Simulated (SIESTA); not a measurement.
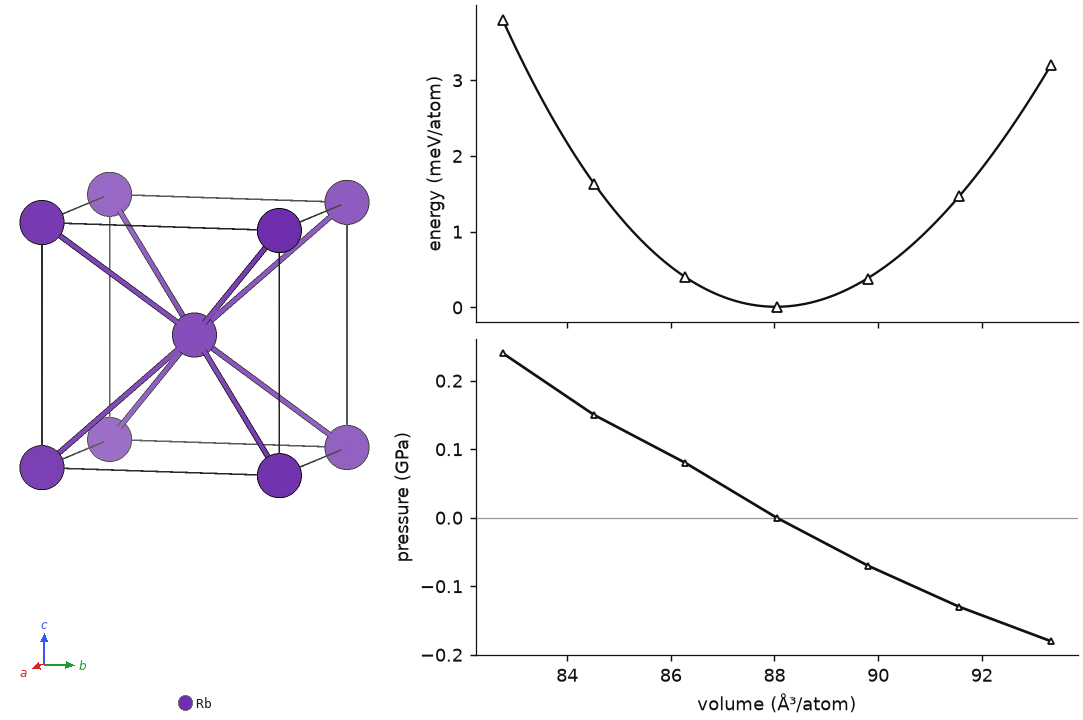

Figure. Energy and pressure against volume for Rb, space group Im-3m (No. 229). The conventional cell is drawn beside the plot.

A third-order Birch–Murnaghan fit gives V0 = 88.03 Å³/atom, B0 = 3.5 GPa and B′ = 3.6. The energy is 3.80 meV/atom at volume 82.76 Å³/atom and 3.20 meV/atom at 93.33 Å³/atom; the lowest computed point is at volume 88.04 Å³/atom (0.00 meV/atom), and no other minimum shows. The pressure falls from 0.24 GPa at volume 82.76 Å³/atom to −0.18 GPa at 93.33 Å³/atom, and changes sign near 88.0 Å³/atom.

Calculation (SIESTA 5.4.2): DFT in numerical atomic orbitals with pseudopotentials, no spin polarisation; energies at scaled volumes of the given cell, shape and fractions fixed, counted from the fit's minimum, third-order Birch-Murnaghan fit. Level: PBE.

k mesh 7×7×7; occupations Fermi–Dirac; smearing width 0.05 eV; potentials PseudoDojo 0.4 standard, converted to PSML, two zetas on semicore shells; program settings basis DZP, mesh cutoff 500 Ry.

Cell as given: a = 4.854 Å, b = 4.854 Å, c = 4.854 Å, α = 109.47°, β = 109.47°, γ = 109.47°; 1 atom.

Keep in mind: mulliken charges of long orbitals.
